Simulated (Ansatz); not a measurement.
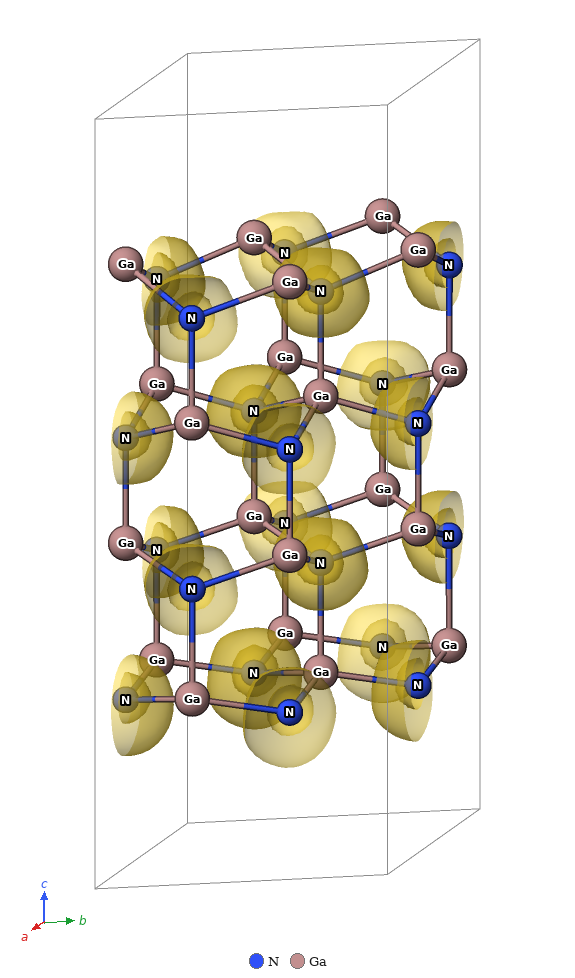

Figure. GaN (slab). Isosurface of the ELF at 0.7 (yellow), seen slightly off an axis. Core shells and regions of very low density are left out. Sticks mark near contacts.

Not relaxed (largest force 1.1 eV/Å).

These are results of Ansatz 0.2.0, DFT PBE, scalar-relativistic, plane waves, PAW, not measurements.

Core electrons are frozen (PAW), and the valence fields are smoothed inside the atomic spheres.

### Describe the localisation domains.

The surface consists of twelve regions wrapped around N (the valence shell of each), counted in one cell of 24 atoms. Counts are for one cell; the picture repeats the cell along the surface. Profiles from the grid: Ga–N (1.89 Å): the ELF peaks at about 0.85 in the valence shell of N, 0.6 Å from its nucleus, and is about 0.50 at the midpoint. Ga–N (1.94 Å): the ELF peaks at about 0.85 in the valence shell of N, 0.7 Å from its nucleus, and is about 0.50 at the midpoint.

### Does the calculation make it a metal, or give it a gap?

It is gapless in this calculation (a metal or semimetal).
